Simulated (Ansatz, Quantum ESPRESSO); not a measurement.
# Evanescent states of LiCl, rock salt type, lattice constant set to 4.87 Å, part 2 of 3

Wanted: the complex band structure of LiCl, rock salt type, lattice constant set to 4.87 Å, as for a tunnel barrier.

Quantum ESPRESSO 7.5; plane-wave DFT, LDA, GBRV ultrasoft pseudopotentials; cross-check by Ansatz 0.2.0 with PAW datasets.

So far. Step 2 (SCF with pw.x): The run needed 8 iterations to bring the estimated error under 1e-09 Ry.

The structure was built from a prototype and need not be the compound's stable phase.

## Step 3: Complex bands with pwcond.x

Level of this step: complex band structure by pwcond; plane-wave DFT, LDA, GBRV ultrasoft pseudopotentials (Quantum ESPRESSO).

ikind = 0 solves one period of the crystal for all kz, real and complex, at each energy and k across. ewind and epsproj trim the two-dimensional plane-wave basis; nz1 sets the subslabs.

Contents of cbs.in:

```
&inputcond
  outdir = './out'
  prefixl = 'scf'
  band_file = 'cbs'
  ikind = 0
  ewind = 4.0
  epsproj = 1e-05
  nz1 = 7
  energy0 = 7.44
  denergy = -0.24
/
4
  0.00000000 0.00000000 1.00000000
  0.50000000 0.00000000 1.00000000
  0.50000000 0.50000000 1.00000000
  0.25000000 0.00000000 1.00000000
40
```

Run with:

```bash
$ OMP_NUM_THREADS=1 mpirun -n 2 pwcond.x -in cbs.in > cbs.out
```

What it wrote:

```text
[banner, memory and clock lines left out]
Program PWCOND v.7.5 starts

          URL

     ./out/scf.save/

     IMPORTANT: XC functional enforced from input :
     Exchange-correlation= PZ
                           (   1   1   0   0   0   0   0)
     Any further DFT definition will be discarded
     Please, verify this is what you really want

     negative rho (up, down):  2.873E-02 0.000E+00
     Reading collected, re-writing distributed wavefunctions

===== INPUT FILE containing the left lead =====

     GEOMETRY:

     lattice parameter (alat)  =       6.5075  a.u.
     the volume                =     389.7207 (a.u.)^3
     the cross section         =      42.3473 (a.u.)^2
     l of the unit cell        =       1.4142 (alat)
     number of atoms/cell      =            4
     number of atomic types    =            2

     crystal axes: (cart. coord. in units of alat)
               a(1) = (  1.0000  0.0000  0.0000 )
               a(2) = (  0.0000  1.0000  0.0000 )
               a(3) = (  0.0000  0.0000  1.4142 )

   Cartesian axes

     site n.     atom                  positions (alat units)
          1        Li     tau(  1)=(  0.0000  0.0000  1.4142  )
          2        Cl     tau(  2)=(  0.5000  0.5000  1.4142  )
          3        Li     tau(  3)=(  0.5000  0.5000  0.7071  )
          4        Cl     tau(  4)=(  0.0000  0.0000  0.7071  )

     nr1s                      =           27
     nr2s                      =           27
     nr3s                      =           40
     nr1sx                     =           27
     nr2sx                     =           27
     nr3sx                     =           40
     nr1                       =           30
     nr2                       =           30
     nr3                       =           45
     nr1x                      =           30
     nr2x                      =           30
     nr3x                      =           45

 _______________________________
  Radii of nonlocal spheres:

     type       ibeta     ang. mom.          radius (alat units)
       Li         1         0                    0.3098
       Li         2         0                    0.3098
       Li         3         0                    0.3098
       Li         4         1                    0.3098
       Li         5         1                    0.3098
       Cl         1         0                    0.2006
       Cl         2         0                    0.2006
       Cl         3         1                    0.2006
       Cl         4         1                    0.2006
       Cl         5         2                    0.2006
       Cl         6         2                    0.2006
----- General information -----

----- Complex band structure calculation -----

     nrx                       =           27
     nry                       =           27
     nz1                       =            7

     energy0               =         7.4E+00
     denergy               =        -2.4E-01
     nenergy               =         40
     ecut2d                =         4.0E+01
     ewind                 =         4.0E+00
     epsproj               =         1.0E-05

     number of k_|| points=    4
                       cryst. coord.
        k(    1) = (   0.0000000   0.0000000), wk =   0.2500000
        k(    2) = (   0.5000000   0.0000000), wk =   0.2500000
        k(    3) = (   0.5000000   0.5000000), wk =   0.2500000
        k(    4) = (   0.2500000   0.0000000), wk =   0.2500000
----- Information about left lead -----

     nocros                   =           27
     noins                    =           27
     norb                     =           81
     norbf                    =           81
     nrz                      =           40

      iorb      type   ibeta   ang. mom.   m       position (alat)
        1        1       1        0        1   taunew(   1)=(  0.0000  0.0000  0.0000)
        2        1       2        0        1   taunew(   2)=(  0.0000  0.0000  0.0000)
        3        1       3        0        1   taunew(   3)=(  0.0000  0.0000  0.0000)
        4        1       4        1        1   taunew(   4)=(  0.0000  0.0000  0.0000)
        5        1       4        1        2   taunew(   5)=(  0.0000  0.0000  0.0000)
        6        1       4        1        3   taunew(   6)=(  0.0000  0.0000  0.0000)
        7        1       5        1        1   taunew(   7)=(  0.0000  0.0000  0.0000)
        8        1       5        1        2   taunew(   8)=(  0.0000  0.0000  0.0000)
        9        1       5        1        3   taunew(   9)=(  0.0000  0.0000  0.0000)
       10        2       1        0        1   taunew(  10)=(  0.5000  0.5000  0.0000)
       11        2       2        0        1   taunew(  11)=(  0.5000  0.5000  0.0000)
       12        2       3        1        1   taunew(  12)=(  0.5000  0.5000  0.0000)
       13        2       3        1        2   taunew(  13)=(  0.5000  0.5000  0.0000)
       14        2       3        1        3   taunew(  14)=(  0.5000  0.5000  0.0000)
       15        2       4        1        1   taunew(  15)=(  0.5000  0.5000  0.0000)
       16        2       4        1        2   taunew(  16)=(  0.5000  0.5000  0.0000)
       17        2       4        1        3   taunew(  17)=(  0.5000  0.5000  0.0000)
       18        2       5        2        1   taunew(  18)=(  0.5000  0.5000  0.0000)
       19        2       5        2        2   taunew(  19)=(  0.5000  0.5000  0.0000)
       20        2       5        2        3   taunew(  20)=(  0.5000  0.5000  0.0000)
       21        2       5        2        4   taunew(  21)=(  0.5000  0.5000  0.0000)
       22        2       5        2        5   taunew(  22)=(  0.5000  0.5000  0.0000)
       23        2       6        2        1   taunew(  23)=(  0.5000  0.5000  0.0000)
       24        2       6        2        2   taunew(  24)=(  0.5000  0.5000  0.0000)
       25        2       6        2        3   taunew(  25)=(  0.5000  0.5000  0.0000)
       26        2       6        2        4   taunew(  26)=(  0.5000  0.5000  0.0000)
       27        2       6        2        5   taunew(  27)=(  0.5000  0.5000  0.0000)
       28        1       1        0        1   taunew(  28)=(  0.5000  0.5000  0.7071)
       29        1       2        0        1   taunew(  29)=(  0.5000  0.5000  0.7071)
       30        1       3        0        1   taunew(  30)=(  0.5000  0.5000  0.7071)
       31        1       4        1        1   taunew(  31)=(  0.5000  0.5000  0.7071)
       32        1       4        1        2   taunew(  32)=(  0.5000  0.5000  0.7071)
       33        1       4        1        3   taunew(  33)=(  0.5000  0.5000  0.7071)
       34        1       5        1        1   taunew(  34)=(  0.5000  0.5000  0.7071)
       35        1       5        1        2   taunew(  35)=(  0.5000  0.5000  0.7071)
       36        1       5        1        3   taunew(  36)=(  0.5000  0.5000  0.7071)
       37        2       1        0        1   taunew(  37)=(  0.0000  0.0000  0.7071)
       38        2       2        0        1   taunew(  38)=(  0.0000  0.0000  0.7071)
       39        2       3        1        1   taunew(  39)=(  0.0000  0.0000  0.7071)
       40        2       3        1        2   taunew(  40)=(  0.0000  0.0000  0.7071)
       41        2       3        1        3   taunew(  41)=(  0.0000  0.0000  0.7071)
       42        2       4        1        1   taunew(  42)=(  0.0000  0.0000  0.7071)
       43        2       4        1        2   taunew(  43)=(  0.0000  0.0000  0.7071)
       44        2       4        1        3   taunew(  44)=(  0.0000  0.0000  0.7071)
       45        2       5        2        1   taunew(  45)=(  0.0000  0.0000  0.7071)
       46        2       5        2        2   taunew(  46)=(  0.0000  0.0000  0.7071)
       47        2       5        2        3   taunew(  47)=(  0.0000  0.0000  0.7071)
       48        2       5        2        4   taunew(  48)=(  0.0000  0.0000  0.7071)
       49        2       5        2        5   taunew(  49)=(  0.0000  0.0000  0.7071)
       50        2       6        2        1   taunew(  50)=(  0.0000  0.0000  0.7071)
       51        2       6        2        2   taunew(  51)=(  0.0000  0.0000  0.7071)
       52        2       6        2        3   taunew(  52)=(  0.0000  0.0000  0.7071)
       53        2       6        2        4   taunew(  53)=(  0.0000  0.0000  0.7071)
       54        2       6        2        5   taunew(  54)=(  0.0000  0.0000  0.7071)
       55        1       1        0        1   taunew(  55)=(  0.0000  0.0000  1.4142)
       56        1       2        0        1   taunew(  56)=(  0.0000  0.0000  1.4142)
       57        1       3        0        1   taunew(  57)=(  0.0000  0.0000  1.4142)
       58        1       4        1        1   taunew(  58)=(  0.0000  0.0000  1.4142)
       59        1       4        1        2   taunew(  59)=(  0.0000  0.0000  1.4142)
       60        1       4        1        3   taunew(  60)=(  0.0000  0.0000  1.4142)
       61        1       5        1        1   taunew(  61)=(  0.0000  0.0000  1.4142)
       62        1       5        1        2   taunew(  62)=(  0.0000  0.0000  1.4142)
       63        1       5        1        3   taunew(  63)=(  0.0000  0.0000  1.4142)
       64        2       1        0        1   taunew(  64)=(  0.5000  0.5000  1.4142)
       65        2       2        0        1   taunew(  65)=(  0.5000  0.5000  1.4142)
       66        2       3        1        1   taunew(  66)=(  0.5000  0.5000  1.4142)
       67        2       3        1        2   taunew(  67)=(  0.5000  0.5000  1.4142)
       68        2       3        1        3   taunew(  68)=(  0.5000  0.5000  1.4142)
       69        2       4        1        1   taunew(  69)=(  0.5000  0.5000  1.4142)
       70        2       4        1        2   taunew(  70)=(  0.5000  0.5000  1.4142)
       71        2       4        1        3   taunew(  71)=(  0.5000  0.5000  1.4142)
       72        2       5        2        1   taunew(  72)=(  0.5000  0.5000  1.4142)
       73        2       5        2        2   taunew(  73)=(  0.5000  0.5000  1.4142)
       74        2       5        2        3   taunew(  74)=(  0.5000  0.5000  1.4142)
       75        2       5        2        4   taunew(  75)=(  0.5000  0.5000  1.4142)
       76        2       5        2        5   taunew(  76)=(  0.5000  0.5000  1.4142)
       77        2       6        2        1   taunew(  77)=(  0.5000  0.5000  1.4142)
       78        2       6        2        2   taunew(  78)=(  0.5000  0.5000  1.4142)
       79        2       6        2        3   taunew(  79)=(  0.5000  0.5000  1.4142)
       80        2       6        2        4   taunew(  80)=(  0.5000  0.5000  1.4142)
       81        2       6        2        5   taunew(  81)=(  0.5000  0.5000  1.4142)
 ngper, shell number =          137          22
 ngper, n2d =          137          87
---  E-Ef =    7.4400000  k =    0.0000000   0.0000000
---  ie =          1  ik =          1
 Nchannels of the left tip =            1
 Right moving states:
   k1(2pi/a)   k2(2pi/a)   E-Ef (eV)
   0.1886676   0.0000000   7.4400000
 Left moving states:
   k1(2pi/a)   k2(2pi/a)   E-Ef (eV)
  -0.1886676   0.0000000   7.4400000

---  E-Ef =    7.2000000  k =    0.0000000   0.0000000
---  ie =          2  ik =          1
 Nchannels of the left tip =            1
 Right moving states:
   k1(2pi/a)   k2(2pi/a)   E-Ef (eV)
   0.1277202   0.0000000   7.2000000
 Left moving states:
   k1(2pi/a)   k2(2pi/a)   E-Ef (eV)
  -0.1277202   0.0000000   7.2000000
[... further energies and points left out ...]
---  E-Ef =   -1.6800000  k =    0.2500000   0.0000000
---  ie =         39  ik =          4
 Nchannels of the left tip =            2
 Right moving states:
   k1(2pi/a)   k2(2pi/a)   E-Ef (eV)
  -0.1583264  -0.0000000  -1.6800000
   0.2642645   0.0000000  -1.6800000
 Left moving states:
   k1(2pi/a)   k2(2pi/a)   E-Ef (eV)
   0.1583264  -0.0000000  -1.6800000
  -0.2642645   0.0000000  -1.6800000

---  E-Ef =   -1.9200000  k =    0.2500000   0.0000000
---  ie =         40  ik =          4
 Nchannels of the left tip =            2
 Right moving states:
   k1(2pi/a)   k2(2pi/a)   E-Ef (eV)
   0.2043783   0.0000000  -1.9200000
  -0.2252622  -0.0000000  -1.9200000
 Left moving states:
   k1(2pi/a)   k2(2pi/a)   E-Ef (eV)
  -0.2043783   0.0000000  -1.9200000
   0.2252622  -0.0000000  -1.9200000

Note: The following floating-point exceptions are signalling: IEEE_UNDERFLOW_FLAG IEEE_DENORMAL
Note: The following floating-point exceptions are signalling: IEEE_UNDERFLOW_FLAG IEEE_DENORMAL
```

The job ended after 61 s (2 MPI ranks of Intel Xeon Platinum 8488C (Sapphire Rapids), shared host; peak memory 0.14 GiB).

Read from the output:

- peak of the smallest κ at the zone centre: 0.524 Å⁻¹
- energy of the peak at the zone centre: 3.12 eV
- peak of the smallest κ at (1/2, 0): 0.415 Å⁻¹
- peak of the smallest κ at (1/4, 0): 0.483 Å⁻¹

K across = (0, 0) in the cell's reciprocal vectors; values within 0.0025 1/Å of each other count once, columns are sorted by size at each energy, a dash where no further value was kept. The Im kz of the slowest decaying states by energy, zero at the highest filled level of the SCF mesh:

```
energy (eV)  decay 1 (Å⁻¹)  decay 2 (Å⁻¹)  decay 3 (Å⁻¹)
      -0.96           1.44           1.54           1.91
       0.00          0.041          0.054           1.37
       0.96          0.374          0.529            1.3
       1.92           0.48          0.671           1.23
       2.88          0.521          0.747           1.16
       4.08          0.507          0.798           1.00
       5.04          0.447          0.817          0.862
       6.00          0.338          0.689          0.824
       6.96          0.061          0.449          0.807
```

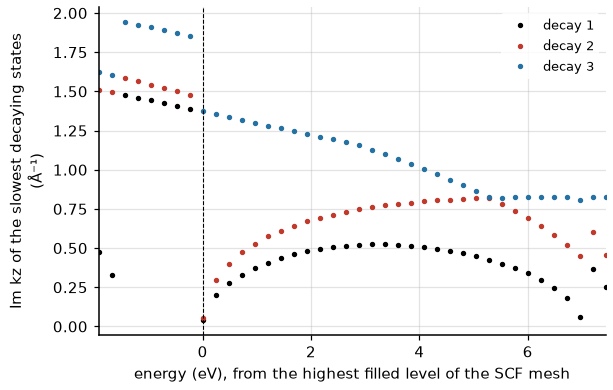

Im kz of the slowest decaying states against energy.

K across = (0, 0) in the cell's reciprocal vectors. The Re kz of states that move upwards by energy, zero at the highest filled level of the SCF mesh:

```
energy (eV)  channel 1 (Å⁻¹)  channel 2 (Å⁻¹)  channel 3 (Å⁻¹)
      -1.92            0.642                -                -
      -1.44           -0.540            0.141            0.141
      -0.72           -0.596           -0.596           -0.362
      -0.24           -0.309           -0.309           -0.199
       0.00                -                -                -
       0.24                -                -                -
       0.72                -                -                -
       1.44                -                -                -
       1.92                -                -                -
       2.40                -                -                -
       3.12                -                -                -
       3.60                -                -                -
       4.08                -                -                -
       4.80                -                -                -
       5.28                -                -                -
       5.76                -                -                -
       6.24                -                -                -
       6.96                -                -                -
       7.44            0.243                -                -
```

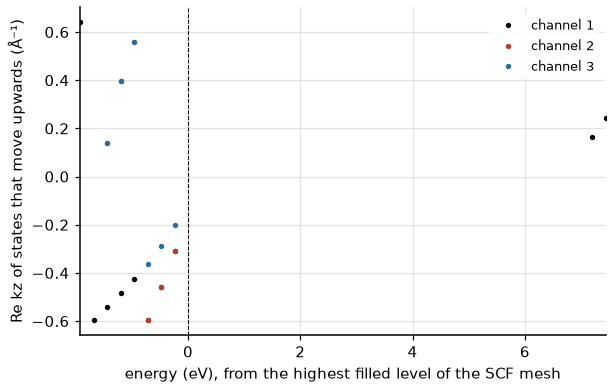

Re kz of states that move upwards against energy.

K across = (1/2, 0) in the cell's reciprocal vectors; values within 0.0025 1/Å of each other count once, columns are sorted by size at each energy, a dash where no further value was kept. Im kz of the slowest decaying states against energy, zero at the highest filled level of the SCF mesh:

```
energy (eV)  decay 1 (Å⁻¹)  decay 2 (Å⁻¹)  decay 3 (Å⁻¹)
      -0.96          0.881           1.39           2.29
       0.00          0.199          0.709           1.33
       0.96          0.343          0.902           1.28
       1.92          0.399          0.937           1.22
       2.88          0.415          0.927           1.15
       4.08          0.394           0.88           1.06
       5.04          0.339          0.822          0.972
       6.00          0.223          0.744          0.872
       6.96          0.642          0.752           1.76
```

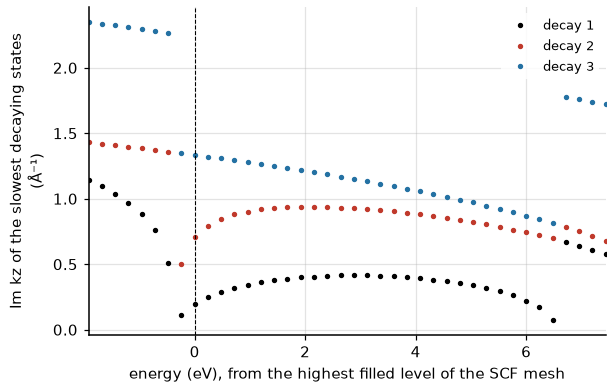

Im kz of the slowest decaying states, plotted against energy.

K across = (1/2, 1/2) in the cell's reciprocal vectors; values within 0.0025 1/Å of each other count once, columns are sorted by size at each energy, a dash where no further value was kept. Table of Im kz of the slowest decaying states by energy, zero at the highest filled level of the SCF mesh:

```
energy (eV)  decay 1 (Å⁻¹)  decay 2 (Å⁻¹)  decay 3 (Å⁻¹)
      -1.92           0.63           2.05           2.19
      -1.44          0.084           2.01           2.16
      -0.72           0.35          0.707           1.94
      -0.24          0.422          0.815           1.89
       0.00          0.448          0.855           1.86
       0.24          0.469           0.89           1.83
       0.72          0.501          0.953           1.77
       1.44           0.53           1.04           1.66
       1.92          0.539           1.11           1.56
       2.40          0.542            1.2           1.44
       3.12          0.536           1.22           1.36
       3.60          0.525           1.09           1.45
       4.08          0.509          0.984           1.50
       4.80          0.476           0.85           1.55
       5.28          0.446          0.767           1.57
       5.76          0.409          0.683           1.57
       6.24          0.362          0.595           1.55
       6.96          0.263          0.443           1.48
       7.44           0.15          0.309           1.43
```

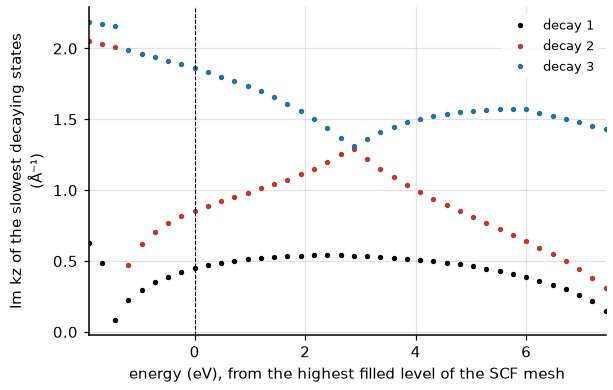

Im kz of the slowest decaying states against energy.

K across = (1/4, 0) in the cell's reciprocal vectors; values within 0.0025 1/Å of each other count once, columns are sorted by size at each energy, a dash where no further value was kept. Im kz of the slowest decaying states against energy, zero at the highest filled level of the SCF mesh:

```
energy (eV)  decay 1 (Å⁻¹)  decay 2 (Å⁻¹)  decay 3 (Å⁻¹)
      -0.96          0.122           1.41           1.55
       0.00          0.089          0.169           1.36
       0.96          0.374          0.662           1.31
       1.92          0.449          0.912           1.14
       2.88           0.48           1.01           1.19
       4.08          0.475          0.973           1.10
       5.04           0.44          0.922           1.03
       6.00           0.37          0.857          0.949
       6.96          0.224          0.775          0.823
```

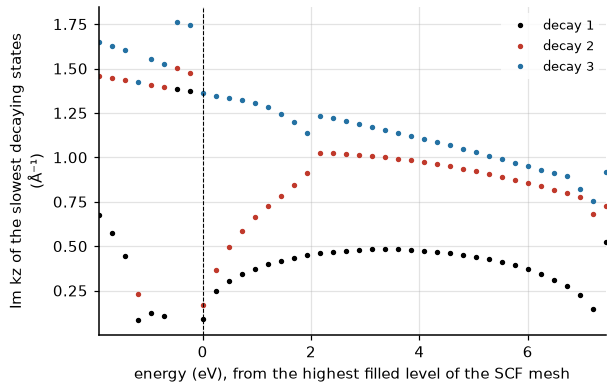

Im kz of the slowest decaying states, plotted against energy.

The program's own clock; routines nest. Time by routine:

```
     routine  wall time (s)  calls
      PWCOND          59.89      1
scatter_forw          37.12    160
      compbs          21.72    160
    compbs_2           20.4    160
       local           0.55      4
        init           0.48      1
       poten           0.08      1
```

(Continued in part 3 of 3.)

[Logs are printed without paths, hosts, clocks, repeated set-up lines and the standing remarks that a program may print on its own settings, such as how far it seeks lower states.]

[Hosts, paths, dates, database ids (printed as entryN), source tags and the programs' standing remarks are cut or masked in the printed files.]

[Maps of the electrostatic potential energy from Ansatz leave out the sawtooth potential of an applied field or a dipole correction, so their vacuum need not be flat; planar profiles and work functions include it.]
